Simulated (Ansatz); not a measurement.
## Run report: MoS₂, single-point calculation (part 1 of 2)

MoS₂ (6 atoms in the cell), computed with DFT LDA+U, scalar-relativistic, plane waves, PAW, Ueff = 2 eV on Mo atom 1 d; Ueff = 2 eV on Mo atom 2 d, spin-polarised (Ansatz 0.2.0).

The structure derives from an entry of the Crystallography Open Database. It belongs to a series of runs on one base structure; here: natural orbitals of the symmetric run, filled by rank. Figures and captions count atoms from 1; the log counts them from 0 in places.

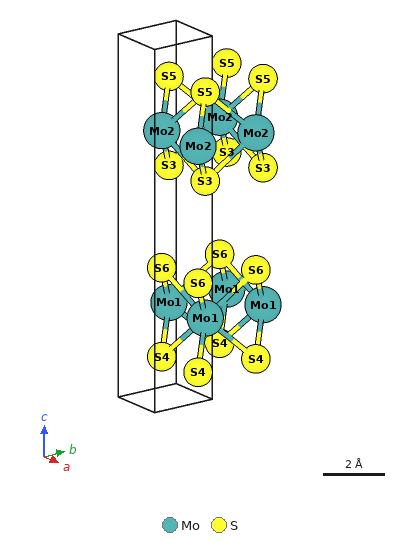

**Figure 1.** The input geometry (ball-and-stick view of the cell of the calculation, repeated 2 × 2 × 1, seen slightly off an axis; atoms are numbered from 1 in the order of the input). Near neighbours in the crystal (not all of them lie inside the picture): Mo has 6 S at 2.37 Å; S has 3 Mo at 2.37 Å.

### Results in brief

```csv
quantity,value
outcome,converged
space group (tolerance 0.01 Å),P6₃/mmc (194)
electrons treated,52
free energy,−13164.7352 eV
Fermi energy,11.311 eV
gap on the k-point mesh,0.92 eV
net moment of the cell,0.00 μB
integrated absolute moment,0.00 μB
pressure,0.98 GPa
largest force (length of the vector),0.739 eV/Å
hardware,"4 threads of Intel Xeon (Sapphire Rapids), 16 GiB of memory available, shared host"
wall time,14 s (CPU time 47 s)
peak memory,0.59 GiB
```

### Remarks

The program warns: some starting moments were not kept; the typed occupations were not kept; the occupation matrices lower the symmetry.

### Input file
```yaml
crystal:
  lattice:
    - [3.16100152, 0.0, 0.0]
    - [-1.58050076, 2.73750762, 0.0]
    - [0.0, 0.0, 12.2949997]
  atoms:
    - { symbol: Mo, position: [0.3333333333, 0.6666666667, 0.25], spin: 2.0 }
    - { symbol: Mo, position: [0.6666666667, 0.3333333333, 0.75], spin: -2.0 }
    - { symbol: S, position: [0.3333333333, 0.6666666667, 0.6275] }
    - { symbol: S, position: [0.6666666667, 0.3333333333, 0.1275] }
    - { symbol: S, position: [0.3333333333, 0.6666666667, 0.8725] }
    - { symbol: S, position: [0.6666666667, 0.3333333333, 0.3725] }
basis:
  ecutwfc: 420
  ecutrho_ratio: 4
kpoints:
  mp_grid: { grid: [7, 7, 2] }
hamiltonian:
  xc: lda
  hubbard:
    sites:
      - { site: 0, l: d, u_eff: 2.0, starting_ns: [{ spin: up, occupation_matrix: s0up }, { spin: down, occupation_matrix: s0down }] }
      - { site: 1, l: d, u_eff: 2.0, starting_ns: [{ spin: up, occupation_matrix: s1up }, { spin: down, occupation_matrix: s1down }] }
    occupation_matrices:
      s0up:
        matrix:
          - [0.97, 0.0, 0.0, 0.0, 0.0]
          - [0.0, 0.02, 0.0, 0.0, 0.0]
          - [0.0, 0.0, 0.02, 0.0, 0.0]
          - [0.0, 0.0, 0.0, 0.02, 0.0]
          - [0.0, 0.0, 0.0, 0.0, 0.97]
      s0down:
        matrix:
          - [0.02, 0.0, 0.0, 0.0, 0.0]
          - [0.0, 0.02, 0.0, 0.0, 0.0]
          - [0.0, 0.0, 0.02, 0.0, 0.0]
          - [0.0, 0.0, 0.0, 0.02, 0.0]
          - [0.0, 0.0, 0.0, 0.0, 0.02]
      s1up:
        matrix:
          - [0.02, 0.0, 0.0, 0.0, 0.0]
          - [0.0, 0.02, 0.0, 0.0, 0.0]
          - [0.0, 0.0, 0.02, 0.0, 0.0]
          - [0.0, 0.0, 0.0, 0.02, 0.0]
          - [0.0, 0.0, 0.0, 0.0, 0.02]
      s1down:
        matrix:
          - [0.97, 0.0, 0.0, 0.0, 0.0]
          - [0.0, 0.02, 0.0, 0.0, 0.0]
          - [0.0, 0.0, 0.02, 0.0, 0.0]
          - [0.0, 0.0, 0.0, 0.02, 0.0]
          - [0.0, 0.0, 0.0, 0.0, 0.97]
    ns_hold: { iters: 10 }
scf:
  occupations: { method: gaussian, width: 0.05 }
  lower_state_search: "off"
  max_iter: 150
output:
  forces: true
  stress: true
  eigenvalues: true
  populations: true
  hubbard: { sites: [{ site: 0, l: d }, { site: 1, l: d }] }
  write_density: true
  write_potential: true
  elf: true
  volumetric_format: npy
magnetization:
  spin_polarized: true
```

Run as:
```bash
ansatz run input.yaml --threads 4 --pin off --max-ram 6144MiB --backend cpu --events-out ev --progress --plain --runs-dir out
```

### Log
```
Warning: crystal.symmetry: narrowed to the stabiliser of the occupation matrices — unitary ops 12 → 4, anti-unitary 12 → 4; lowered by the specified shells (site 0, l: d), (site 1, l: d); largest admitted image defect 4.4e-16, smallest excluded 7.1e-1 — at a splitting's scale: the group the occupation matrices' own texture admits
Mo: projections on atomic orbitals take those of the free atom [Ar 3d10] 4s2 4p6 4d5 5s1, of charge +0.00 (hamiltonian.pseudopotentials.projection_atoms); the dataset's partial waves leave at most 6.0e-6 of an orbital's norm unspanned inside its sphere
S: projections on atomic orbitals take those of the free atom [Ne] 3s2 3p4, of charge +0.00 (hamiltonian.pseudopotentials.projection_atoms); the dataset's partial waves leave at most 1.6e-7 of an orbital's norm unspanned inside its sphere
Engine: ansatz 0.2.0, x86_64-unknown-linux-gnu
Pseudopotentials: kind: paw
Pseudopotential: Mo, paw, valence charge 14, recommended cutoff 420 eV (normal), Mo.paw.azcp
Pseudopotential: S, paw, valence charge 6, recommended cutoff 420 eV (normal), S.paw.azcp
Functional definition: SPW92
  exchange = slater_x
  correlation = pw_c
Crystal: 6 atoms, lattice volume = 106.392 Å³
Basis set: ecut = 420 eV, 2057 PW (Γ)
Bands: 34, of which v1, the nominal top of the filled ones, is band 26 counted from 1 (25 counted from 0)
Symmetry: 4 space group operations
k-points: 32 of 98 (time reversal used)
Non-local potential: Mo, projectors of the file, l = 0: 3, l = 1: 2, l = 2: 2, l = 3: 1
Non-local potential: S, projectors of the file, l = 0: 2, l = 1: 2, l = 2: 2
PAW form: soft (Blöchl's): semilocal exchange-correlation on the pseudo side does not see the compensation charge
PAW frozen core: Mo, regenerated for the run's functional, and the local potential with it (the file was generated under x = pbe(κ = 0.804, μ = 0.2195149727645171), c = pbe(β = 0.06672455060314922))
PAW frozen core: S, regenerated for the run's functional, and the local potential with it (the file was generated under x = pbe(κ = 0.804, μ = 0.2195149727645171), c = pbe(β = 0.06672455060314922))
PAW one-centre angular grid: Mo, 590 points (default); XC on 64 Gauss nodes
PAW one-centre angular grid: S, 110 points (default); XC on 64 Gauss nodes
Initial density: superposition of atomic densities (chi_scale 0.1, normalization cell)
Starting moments: Σ|m| = 4 μB on 2 of 6 sites
Initial wavefunctions: pseudopotential atomic-orbital guess
Functional: x = slater, c = lda
```
